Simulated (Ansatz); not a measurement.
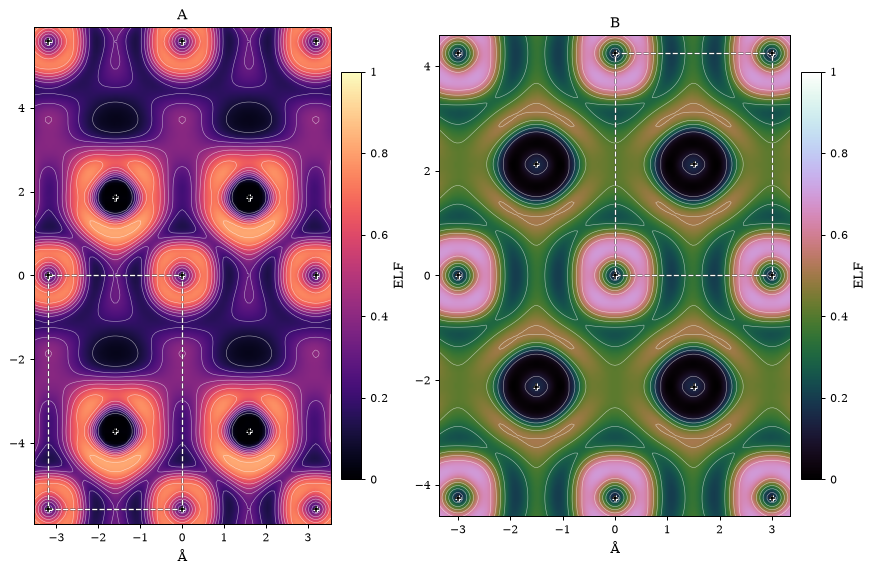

The electron localisation function of 2 systems, each on a plane through atoms (crosses mark nuclei in the plane).

All numbers below come from Kohn-Sham DFT of a periodic cell, PBE, Ansatz PAW in Ansatz 0.2.0.

System 1: AlRu, the (11̄0) plane of the conventional cell. Space group Pm-3m.

```
Ru Al
1.0
     3.00378    0.00000    0.00000
     0.00000    3.00378    0.00000
     0.00000    0.00000    3.00378
Ru Al
1 1
Direct
  0.50000 0.50000 0.50000
  0.00000 0.00000 0.00000
```

System 2: MoP, the (110) plane of the conventional cell. Space group P-6m2; computed pressure about 3 GPa in this cell.

```
Mo P
1.0
     3.22300    0.00000    0.00000
    -1.61150    2.79120    0.00000
     0.00000    0.00000    3.19100
Mo P
1 1
Direct
  0.00000 0.00000 0.00000
  0.33333 0.66667 0.50000
```

> Match each panel to its system.

Panel A is system 2, MoP: the plane holds Mo and P. Mo–P (2.45 Å): the ELF peaks at about 0.80 in the valence shell of P, 0.8 Å from its nucleus, and is about 0.45 at the midpoint. Panel B is system 1, AlRu: the plane holds Ru and Al. Al–Ru (2.60 Å): the ELF is about 0.35 at the midpoint.
